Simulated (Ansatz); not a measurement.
W$_{7}$S$_{13}$ (cell charge +2, with a compensating background) (cell with a defect)

Input

```
crystal:
  lattice:
    - [4.7214102091, 0.9086358184, 6.3704647762]
    - [-3.1476068061, 3.6345432736, 6.3704647762]
    - [-1.573803403, -4.543179092, 6.3704647762]
  atoms:
    - { symbol: W, position: [0.9993284863, 0.9993284863, 0.9993284863] }
    - { symbol: W, position: [0.285042772, 0.1421856292, 0.5707570577] }
    - { symbol: W, position: [0.1421856292, 0.5707570577, 0.285042772] }
    - { symbol: W, position: [0.4278999149, 0.7136142006, 0.8564713435] }
    - { symbol: W, position: [0.5707570577, 0.285042772, 0.1421856292] }
    - { symbol: W, position: [0.8564713435, 0.4278999149, 0.7136142006] }
    - { symbol: W, position: [0.7136142006, 0.8564713435, 0.4278999149] }
    - { symbol: S, position: [0.747963031, 0.747963031, 0.747963031] }
    - { symbol: S, position: [0.0336773167, 0.8908201738, 0.3193916024] }
    - { symbol: S, position: [0.8908201738, 0.3193916024, 0.0336773167] }
    - { symbol: S, position: [0.1765344595, 0.4622487452, 0.6051058881] }
    - { symbol: S, position: [0.3193916024, 0.0336773167, 0.8908201738] }
    - { symbol: S, position: [0.6051058881, 0.1765344595, 0.4622487452] }
    - { symbol: S, position: [0.4622487452, 0.6051058881, 0.1765344595] }
    - { symbol: S, position: [0.8697227684, 0.7268656256, 0.1554370542] }
    - { symbol: S, position: [0.7268656256, 0.1554370542, 0.8697227684] }
    - { symbol: S, position: [0.0125799113, 0.298294197, 0.4411513399] }
    - { symbol: S, position: [0.1554370542, 0.8697227684, 0.7268656256] }
    - { symbol: S, position: [0.4411513399, 0.0125799113, 0.298294197] }
    - { symbol: S, position: [0.298294197, 0.4411513399, 0.0125799113] }
total_charge: 2
basis:
  ecutwfc: 420
kpoints:
  mp_grid: { grid: [3, 3, 3] }
hamiltonian:
  xc: pbesol
scf:
  occupations: { method: gaussian, width: 0.05 }
output:
  forces: true
  stress: true
  eigenvalues: true
  write_density: true
  write_potential: true
  elf: true
  volumetric_format: npy
relax:
  adjacent_minimum: "off"
  f_tol: 0.02
  max_steps: 50
```

Run with:

```sh
ansatz run input.yaml --threads 4 --pin off --max-ram 9216MiB --backend cpu --events-out ev --progress --plain --runs-dir out
```

The fields are those of the relaxed geometry.

These are results of DFT PBEsol, scalar-relativistic, plane waves, PAW (Ansatz 0.2.0), not measurements.

The density is the valence pseudo-density of a PAW calculation; it isn't the true density close to the nuclei.

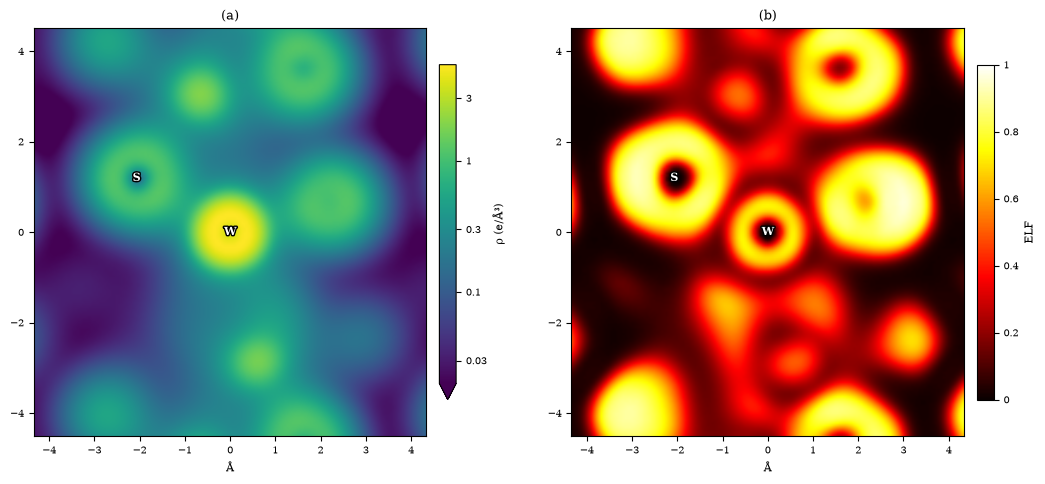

Figure 1. (a) valence electron density; (b) ELF on the (110) plane of the calculation cell.

Question: Interpret the plot.

Answer: The section cuts through W and S sites. Atoms just off the plane (W, 0.8 Å away and S, 0.3 Å away) can leave unmarked features too. Between the atoms the lowest density in this plane is 0.01 e/Å³. The features right at W lie inside the PAW spheres, where the map follows smoothed inner orbitals and isn't to be read closely.

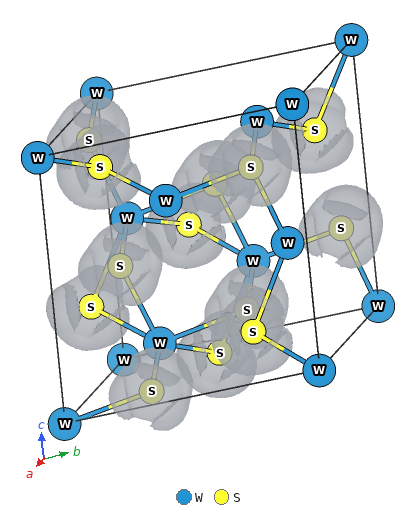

Figure 2. Isosurface of the ELF at 0.8 (grey), seen slightly off an axis. Core shells and regions of very low density are left out. Sticks mark near contacts.

Question: Describe the localisation domains.

Answer: The ELF exceeds this value in 13 regions wrapped around S (the valence shell of each), counted in one cell of 20 atoms. Regions shared between cells count once.


W–S (2.37 Å): the ELF peaks at about 0.85 in the valence shell of S, 0.8 Å from its nucleus, and is about 0.45 at the midpoint. W–S (2.42 Å): the ELF peaks at about 0.85 in the valence shell of S, 0.8 Å from its nucleus, and is about 0.50 at the midpoint.
